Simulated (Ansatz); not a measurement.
# Calculations on Si₄₇C₄₈

### Relaxation

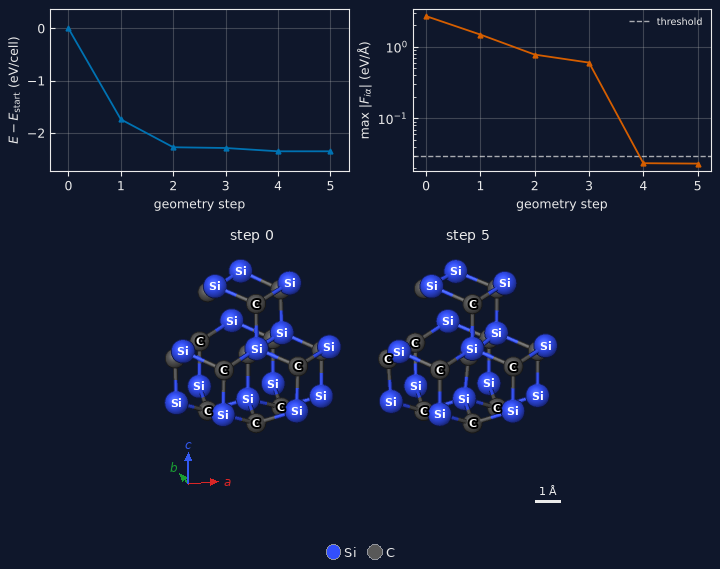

First and last geometry of a relaxation of a defect cell of composition Si47C48 (cell charge −2), with the history of the run. The picture is a ball-and-stick view of the atoms within 4.2 Å of the atom that moves most (axes of the cell of the calculation (origin shifted)), seen slightly off an axis.

Computed with DFT, PBEsol, PAW, plane waves in Ansatz. (plane-wave cutoff 420 eV; k-point mesh 1 × 1 × 1; mesh shifted by (0.25, 0.25, 0.25); no spin polarisation; atoms relaxed in a fixed cell; force threshold 0.03 eV/Å; at most 80 steps)

What do the curves and the structures tell?

Answer. It converged. The atom that moves furthest is a C atom (0.21 Å along [3 −1 −1]). By element the largest moves are C 0.21 Å, Si 0.09 Å. The cell stays as it was. Near-neighbour distances that change, for instance: C–Si 1.920 → 1.802 Å, C–Si 1.899 → 1.810 Å, C–Si 1.905 → 1.830 Å, C–Si 1.836 → 1.908 Å. Among the angles between lasting bonds that change: Si–C–Si 107.8° → 115.2°, C–Si–C 111.1° → 103.9°, C–Si–C 109.6° → 116.4°. The energy falls by 2.351 eV per cell of the calculation in 5 geometry steps. Largest force component: 2.7 eV/Å at the start, 0.023 eV/Å at the end. Cost: 61 s on 7 threads of Arm Neoverse-V2, peak memory 1.9 GiB.

Limits of the set-up: the cell is charged, on a uniform background, and energies carry no finite-size correction.

### Relaxation

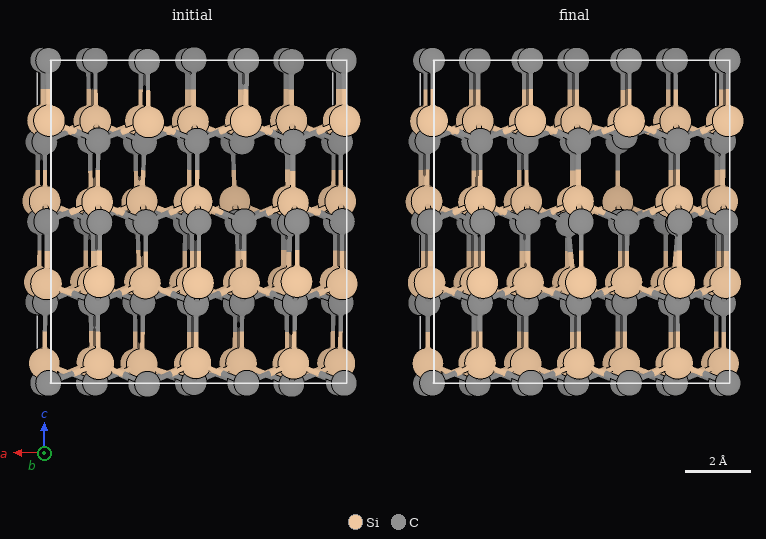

The structure of a defect cell of composition Si47C48 before (left) and after (right) a relaxation, at one scale.

Style: ball-and-stick. Shown: the cell of the calculation (origin shifted), from a free direction.

All numbers below come from DFT, PBEsol, PAW, plane waves in Ansatz. Settings: plane-wave cutoff 420 eV; k-point mesh 1 × 1 × 1; mesh shifted by (0.25, 0.25, 0.25); no spin polarisation; atoms relaxed in a fixed cell; force threshold 0.03 eV/Å; at most 80 steps.

**Summarise the run.**

After 6 geometry steps the energy has fallen by 1.963 eV per cell of the calculation. Largest force component: 2.2 eV/Å at the start, 0.015 eV/Å at the end. The atom that moves furthest is a C atom (0.25 Å along [3 −1 −1]). By element the largest moves are C 0.25 Å, Si 0.08 Å. The cell doesn't change. Near-neighbour distances that change, for instance: C–Si 1.920 → 1.814 Å, C–Si 1.836 → 1.922 Å, C–Si 1.905 → 1.839 Å, C–Si 1.945 → 1.882 Å. Among the angles between lasting bonds that change: C–Si–C 111.1° → 101.8°, C–Si–C 111.7° → 104.0°, Si–C–Si 108.1° → 115.7°. Cost: 70 s on 7 threads of Arm Neoverse-V2, peak memory 1.9 GiB.

### Defect

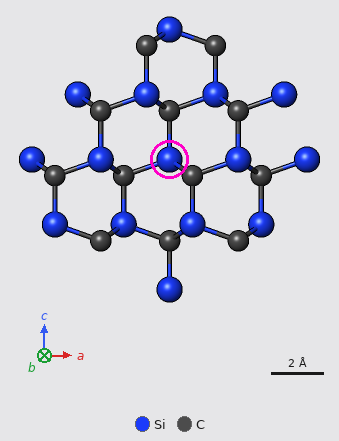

Perfect SiC. Style: ball-and-stick. Shown: the atoms within 5.4 Å of one point, in a slice 4.2 Å thick across the line of sight, along the b axis.

Computed with DFT, PBEsol, PAW, plane waves in Ansatz 0.2.0. (plane-wave cutoff 420 eV; k-point mesh 1 × 1 × 1; mesh shifted by (0.25, 0.25, 0.25); no spin polarisation) Fermi-Dirac smearing of 0.01 eV. The axes drawn are those of the host's conventional cell.

A silicon atom is taken out (a vacancy) at the ringed place, in charge state 0. The supercell has 96 sites, and the atoms are relaxed at the host's cell.

Question: How do the neighbours respond?

Answer: Around the empty Si site the host had 4 C at 1.88 to 1.89 Å; after relaxation the nearest atoms are 4 C at 2.04 to 2.10 Å. Of the host's atoms, a carbon atom moves furthest from its site, by 0.23 Å.

The relaxed defect, seen from the same direction:

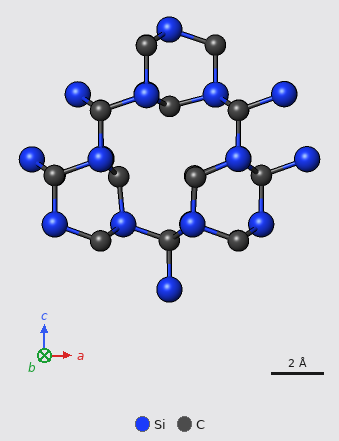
